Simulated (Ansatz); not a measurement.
**From Ag to Tl**

System: Ag (P6₃/mmc, 4 atoms in the cell).
Method of run A: DFT r2SCAN, scalar-relativistic, plane waves, PAW, no spin polarisation (Ansatz 0.2.0).
System of run B: Tl (P6₃/mmc, 4 atoms in the cell).

On run A: The structure derives from a Materials Project entry. On run B: The structure was made by swapping elements on the sites of another compound; it need not be a known phase. It belongs to a series of runs on one base structure; here: Ag -> Tl on all its sites, cell and atoms relaxed. Text and figures count atoms from 1; the logs count them from 0 in places.

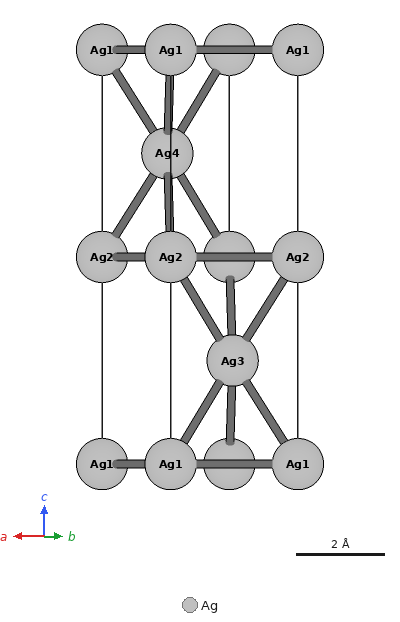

Fig. 1: The structure as given in the input (ball-and-stick view of the cell of the calculation, seen at an oblique angle; atoms are numbered from 1 in the order of the input). Near neighbours in the crystal (not all of them lie inside the picture): Ag has 12 Ag at 2.90 to 2.91 Å.

Input, run A:
```yaml
crystal:
  lattice:
    - [2.9111314733, 0.0, 0.0]
    - [-1.4555657366, 2.5211138096, 0.0]
    - [0.0, 0.0, 9.46370874]
  atoms:
    - { symbol: Ag, position: [0.0, 0.0, 0.0] }
    - { symbol: Ag, position: [0.0, 0.0, 0.5] }
    - { symbol: Ag, position: [0.33333333, 0.66666667, 0.25] }
    - { symbol: Ag, position: [0.66666667, 0.33333333, 0.75] }
basis:
  ecutwfc: 500
kpoints:
  mp_grid: { grid: [6, 6, 2] }
hamiltonian:
  xc: r2scan
scf:
  occupations: { method: gaussian, width: 0.1 }
output:
  forces: true
  stress: true
  eigenvalues: true
```

Command:
```bash
ansatz run input.yaml --threads 1 --pin off --max-ram 2560MiB --backend cpu --events-out ev --progress --plain --runs-dir out
```

Hardware: 1 thread of Oxide Virtual Turin-like (Zen 5), 32 GiB of memory available, shared host.

Output, shortened to warnings, some set-up lines, iterations and results (run A):
```
Basis set: ecut = 500 eV, 1775 PW (Γ), exchange–correlation on 96×96×288 points (64 copies of the dense FFT grid, shifted against one another)
Symmetry: 24 space group operations
k-points: 14 of 72
Initial density: superposition of atomic densities (neutral atoms: chi_scale 0, normalization atom), corrected by the library's trained network
[...]
SCF iter   1: F=—  HF=-30415.716591 eV  |F-HF|=—  |Δ(HF+E_count)|=         —  Δρ=1.19e-2  dr2=9.42e-2  dr2_τ=2.10e-3  ethr=1.77e-3  ⟨swp⟩=5.6  Hψ=2098  notcnv=0  defer=14
SCF iter   2: F=—  HF=-30415.698465 eV  |F-HF|=—  |Δ(HF+E_count)|=   1.81e-2  Δρ=5.42e-3  dr2=1.24e-2  dr2_τ=2.15e-3  ethr=1.24e-4  ⟨swp⟩=2.5  Hψ=1057  notcnv=0  defer=19
SCF iter   3: F=—  HF=-30415.699913 eV  |F-HF|=—  |Δ(HF+E_count)|=   1.45e-3  Δρ=2.13e-3  dr2=2.43e-3  dr2_τ=9.07e-5  ethr=1.64e-5  ⟨swp⟩=1.0  Hψ=610  notcnv=0  defer=9
SCF iter   4: F=—  HF=-30415.700031 eV  |F-HF|=—  |Δ(HF+E_count)|=   1.19e-4  Δρ=4.26e-4  dr2=5.91e-5  dr2_τ=8.87e-6  ethr=3.19e-6  ⟨swp⟩=2.0  Hψ=894  notcnv=0  defer=9
SCF iter   5: F=—  HF=-30415.700093 eV  |F-HF|=—  |Δ(HF+E_count)|=   6.20e-5  Δρ=8.62e-5  dr2=5.28e-6  dr2_τ=2.93e-7  ethr=7.78e-8  ⟨swp⟩=2.2  Hψ=1131  notcnv=0  defer=9
SCF iter   6: F=—  HF=-30415.700100 eV  |F-HF|=—  |Δ(HF+E_count)|=   6.94e-6  Δρ=3.76e-5  dr2=8.72e-7  dr2_τ=4.70e-8  ethr=6.95e-9  ⟨swp⟩=2.0  Hψ=919  notcnv=0  defer=9
SCF iter   7: F=-30415.700101 eV  HF=-30415.700101 eV  |F-HF|=5.19e-8  |Δ(HF+E_count)|=   6.60e-7  Δρ=1.19e-5  dr2=8.63e-8  dr2_τ=6.38e-9  ethr=1.32e-10  ⟨swp⟩=7.1  Hψ=3045  …
SCF 1 converged in 7 iterations: F = -30415.700101 eV  dr2 = 8.63e-8
SCF converged after 7 iterations
Free energy (F): -30415.700101 eV
Harris-Foulkes:  -30415.700101 eV  (|F-HF|=5.19e-8)
Internal energy: -30415.690159 eV  (E = F + TS)
E sigma→0 (E₀):  -30415.695130 eV
Entropy (-TS):   -0.009942 eV (-2.486 meV/atom)
Fermi energy:    16.783839 eV
--- Per-component energies (eV) ---
  E_band       = -1042.931506
  E_kinetic    = 2112.660231
  E_local      = -8909.234028  (includes V_loc(G=0)·N_el)
  E_nonlocal   = 325.348747
  E_hartree    = 4056.973295
  E_xc         = -713.737754
  E_vxc        = -1051.527793  (∫ρ·V_xc dr)
  E_paw        = -15689.889978  (= ΣΔE_a)
  E_vpaw       = -1709.855412  (= ΣTr[D̂ρ^β])
  E_aug_tail   = 0.000248  (compensation charges beyond the density's cutoff)
  E_vtau       = 75.710003  (kinetic-family band-sum trace: ∫τ·v_τ [+ j·A + Jᵃ·Aᵃ] dr)
  E_ewald      = -11595.773677
  E_core_change = -2.037243  (= ΣΔE_core)
  E_smearing   = -0.009942  (= −TS)
  E_closure    = -0.000000  (closes the sum)
  Σ components = -30415.700101   (vs F -30415.700101, Δ=0.00e0)
--- Forces (eV/Å), atoms counted from 1 ---
  atom   1  Ag    -0.00000000     0.00000000    -0.00000000
  atom   2  Ag    -0.00000000     0.00000000    -0.00000000
  atom   3  Ag    -0.00000000     0.00000000     0.00000000
  atom   4  Ag     0.00000000    -0.00000000     0.00000000
  max |Σ_I F_I| component: 2.31e-18 eV/Å
--- Stress (GPa, compression-positive) ---
        1.232582      -0.000000       0.000000
       -0.000000       1.232582       0.000000
        0.000000       0.000000      -1.536764
  P = ⅓ Tr σ = 0.3095 GPa (3.095 kbar)
```

The input of run B differs as follows (lines with − go, lines with + come):
```diff
-    - [2.9111314733, 0.0, 0.0]
-    - [-1.4555657366, 2.5211138096, 0.0]
-    - [0.0, 0.0, 9.46370874]
+    - [2.9033875864, 0.0, 0.0]
+    - [-1.4516937932, 2.5144074069, 0.0]
+    - [0.0, 0.0, 9.4833734398]
-    - { symbol: Ag, position: [0.0, 0.0, 0.0] }
-    - { symbol: Ag, position: [0.0, 0.0, 0.5] }
-    - { symbol: Ag, position: [0.33333333, 0.66666667, 0.25] }
-    - { symbol: Ag, position: [0.66666667, 0.33333333, 0.75] }
+    - { symbol: Tl, position: [0.0, 0.0, 0.0] }
+    - { symbol: Tl, position: [0.0, 0.0, 0.5] }
+    - { symbol: Tl, position: [0.3333333333, 0.6666666667, 0.25] }
+    - { symbol: Tl, position: [0.6666666667, 0.3333333333, 0.75] }
```

Predict how the results change.

The total energies belong to different systems, so their difference says nothing on which is more stable or more accurate. The pressure goes from 0.31 to 77.71 GPa. The volume per atom goes from 17.36 to 17.31 Å³. The number of SCF iterations is the same. The plane waves at Γ go from 1775 to 1763.

Output, shortened to warnings, some set-up lines, iterations and results (run B):
```
Basis set: ecut = 500 eV, 1763 PW (Γ), exchange–correlation on 96×96×288 points (64 copies of the dense FFT grid, shifted against one another)
Symmetry: 24 space group operations
k-points: 14 of 72
Initial density: superposition of atomic densities (neutral atoms: chi_scale 0, normalization atom), corrected by the library's trained network
[...]
SCF iter   1: F=—  HF=-45827.325227 eV  |F-HF|=—  |Δ(HF+E_count)|=         —  Δρ=1.43e-2  dr2=1.14e-1  dr2_τ=8.77e-2  ethr=1.77e-3  ⟨swp⟩=7.6  Hψ=2261  notcnv=0
SCF iter   2: F=—  HF=-45827.447462 eV  |F-HF|=—  |Δ(HF+E_count)|=   1.22e-1  Δρ=5.23e-3  dr2=1.79e-2  dr2_τ=2.16e-3  ethr=2.18e-4  ⟨swp⟩=2.0  Hψ=920  notcnv=0  defer=18
SCF iter   3: F=—  HF=-45827.445748 eV  |F-HF|=—  |Δ(HF+E_count)|=   1.71e-3  Δρ=9.43e-4  dr2=5.28e-4  dr2_τ=1.53e-5  ethr=3.43e-5  ⟨swp⟩=2.0  Hψ=794  notcnv=0  defer=18
SCF iter   4: F=—  HF=-45827.446621 eV  |F-HF|=—  |Δ(HF+E_count)|=   8.72e-4  Δρ=3.52e-4  dr2=7.06e-5  dr2_τ=1.74e-6  ethr=1.02e-6  ⟨swp⟩=2.0  Hψ=788  notcnv=0  defer=18
SCF iter   5: F=—  HF=-45827.446770 eV  |F-HF|=—  |Δ(HF+E_count)|=   1.50e-4  Δρ=5.12e-5  dr2=8.71e-7  dr2_τ=3.15e-7  ethr=1.36e-7  ⟨swp⟩=2.0  Hψ=798  notcnv=0  defer=18
SCF iter   6: F=—  HF=-45827.446774 eV  |F-HF|=—  |Δ(HF+E_count)|=   4.15e-6  Δρ=1.93e-5  dr2=2.13e-7  dr2_τ=1.12e-8  ethr=1.92e-10  ⟨swp⟩=9.1  Hψ=2199  notcnv=0
SCF iter   7: F=-45827.446775 eV  HF=-45827.446775 eV  |F-HF|=6.84e-9  |Δ(HF+E_count)|=   2.22e-7  Δρ=3.40e-6  dr2=6.28e-9  dr2_τ=4.59e-10  ethr=1.92e-10  ⟨swp⟩=4.9  Hψ=1738  …
SCF 1 converged in 7 iterations: F = -45827.446775 eV  dr2 = 6.28e-9
SCF converged after 7 iterations
Free energy (F): -45827.446775 eV
Harris-Foulkes:  -45827.446775 eV  (|F-HF|=6.84e-9)
Internal energy: -45827.439342 eV  (E = F + TS)
E sigma→0 (E₀):  -45827.443058 eV
Entropy (-TS):   -0.007432 eV (-1.858 meV/atom)
Fermi energy:    20.260263 eV
--- Per-component energies (eV) ---
  E_band       = 436.128407
  E_kinetic    = 1379.082890
  E_local      = -2283.308806  (includes V_loc(G=0)·N_el)
  E_nonlocal   = 1273.695542
  E_hartree    = 897.073339
  E_xc         = -891.928288
  E_vxc        = -650.863357  (∫ρ·V_xc dr)
  E_paw        = -40771.811911  (= ΣΔE_a)
  E_vpaw       = -1125.006863  (= ΣTr[D̂ρ^β])
  E_aug_tail   = 0.000067  (compensation charges beyond the density's cutoff)
  E_vtau       = 48.381945  (kinetic-family band-sum trace: ∫τ·v_τ [+ j·A + Jᵃ·Aᵃ] dr)
  E_ewald      = -5434.401219
  E_core_change = 4.159044  (= ΣΔE_core)
  E_smearing   = -0.007432  (= −TS)
  E_closure    = -0.000000  (closes the sum)
  Σ components = -45827.446775   (vs F -45827.446775, Δ=0.00e0)
--- Forces (eV/Å), atoms counted from 1 ---
  atom   1  Tl     0.00000000    -0.00000000     0.00000000
  atom   2  Tl     0.00000000    -0.00000000     0.00000000
  atom   3  Tl     0.00000000     0.00000000     0.00000000
  atom   4  Tl     0.00000000    -0.00000000    -0.00000000
  max |Σ_I F_I| component: 7.40e-17 eV/Å
--- Stress (GPa, compression-positive) ---
       76.028977       0.000000       0.000000
       -0.000000      76.028977       0.000000
        0.000000       0.000000      81.059710
  P = ⅓ Tr σ = 77.7059 GPa (777.059 kbar)
```

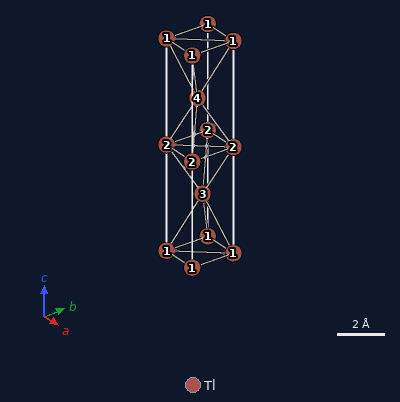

Fig. 2: The input structure of run B (ball-and-stick view of the cell of the calculation, seen slightly off an axis; atoms are numbered from 1 in the order of the input).

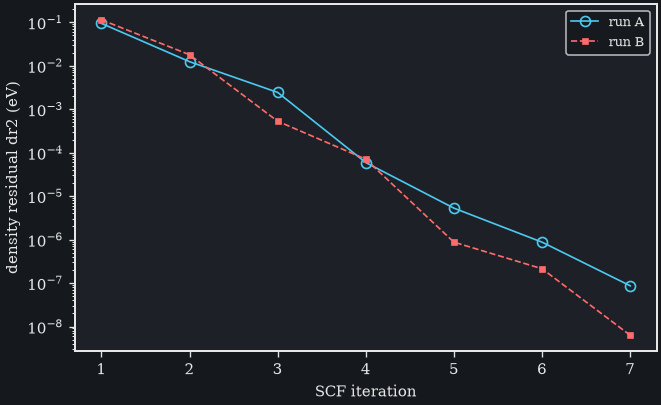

Fig. 3: Convergence of the two runs: density residual dr2 against the SCF iteration. Run A takes 7 iterations in all, and run B takes 7.

The two runs side by side:

| quantity | run A | run B |
| --- | --- | --- |
| outcome | converged | converged |
| free energy per atom (eV) | −7603.9250 | −11456.8617 |
| energy per atom, smearing taken to zero (eV) | −7603.9238 | −11456.8608 |
| gap on the mesh (eV) | 0.00 | 0.00 |
| pressure (GPa) | 0.31 | 77.71 |
| volume per atom (Å³) | 17.36 | 17.31 |
| largest force (eV/Å) | 0.000 | 0.000 |
| SCF iterations | 7 | 7 |
| irreducible k-points | 14 | 14 |
| plane waves at Γ | 1775 | 1763 |
| wall time (shared host) | 6.3 s | 4.7 s |

For run B: Spin–orbit coupling is left out, which matters for Tl. The cell is under a pressure of 78 GPa at this level, so it is not at its equilibrium volume.
